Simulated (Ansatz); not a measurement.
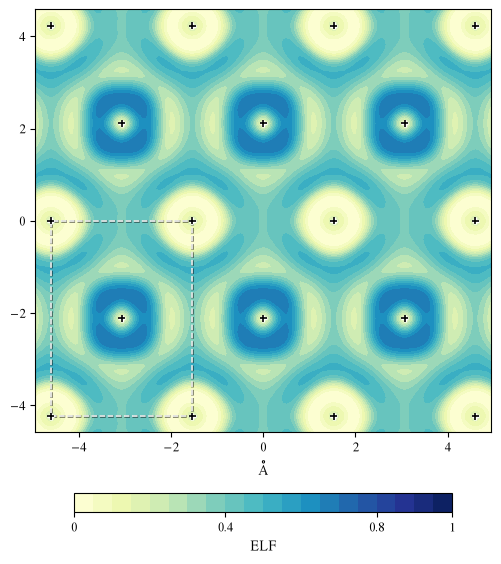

The electron localisation function on a plane through atoms (crosses mark nuclei in the plane).

Computed with Ansatz, DFT PBE, scalar-relativistic, plane waves, PAW.

Candidates:
A. SiC, a = 4.38 Å, b = 4.38 Å, c = 4.38 Å, α = 90.00°, β = 90.00°, γ = 90.00°. Space group F-43m.
B. AlRu, a = 3.07 Å, b = 3.07 Å, c = 2.92 Å, α = 90.00°, β = 90.00°, γ = 90.00°. Space group P4/mmm; changed on purpose from its base cell (strain +0.025 along x and y, -0.025 along z, atoms carried along); computed pressure about −2 GPa in this cell; computed without spin polarisation.

Question: Which system is this?

Answer: Candidate B: AlRu on the (101) plane of the conventional cell, which holds Al and Ru. Al–Ru (2.61 Å): the ELF is about 0.40 at the midpoint.
